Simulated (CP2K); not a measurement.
System: Ca, space group Im-3m (No. 229).

The given structure:
```cif
data_structure
_symmetry_space_group_name_H-M 'P 1'
_symmetry_Int_Tables_number 1
_cell_length_a 3.8798
_cell_length_b 3.8798
_cell_length_c 3.8798
_cell_angle_alpha 109.471
_cell_angle_beta 109.471
_cell_angle_gamma 109.471
_cell_volume 44.96
loop_
_atom_site_label
_atom_site_type_symbol
_atom_site_fract_x
_atom_site_fract_y
_atom_site_fract_z
_atom_site_occupancy
Ca1 Ca 0.00000 0.00000 0.00000 1
```

Method: DFT in Gaussian orbitals with a plane-wave density, no spin polarisation; energies at scaled volumes of the given cell, shape and fractions fixed, counted from the fit's minimum, third-order Birch-Murnaghan fit (CP2K 2026.2). Level: PBE.

```tsv
setting	value
k mesh	8×8×8
occupations	Fermi–Dirac
smearing width	0.05 eV
potentials	GTH PBE with UZH TZVP basis
density cutoff	6123 eV
program settings	ngrids 4, basis sets Ca TZVP-MOLOPT-PBE-GTH-q10, cutoff ry 450 Ry, rel cutoff ry 60 Ry
```

What does the calculation give for the energy and pressure against volume? The volume takes the values 42.26, 43.16, 44.06, 44.96, 45.86, 46.76, 47.66 Å³/atom.

A third-order Birch–Murnaghan fit gives V0 = 42.66 Å³/atom, B0 = 17.8 GPa and B′ = 3.3. The energy rises from 0.21 meV/atom at volume 42.26 Å³/atom to 27.62 meV/atom at 47.66 Å³/atom. The pressure falls from 0.17 GPa at volume 42.26 Å³/atom to −1.63 GPa at 47.66 Å³/atom, and changes sign near 42.67 Å³/atom.

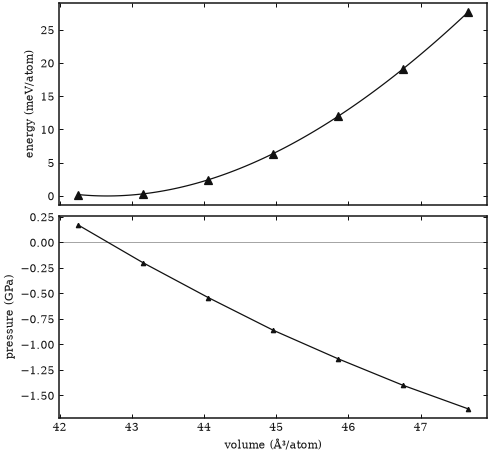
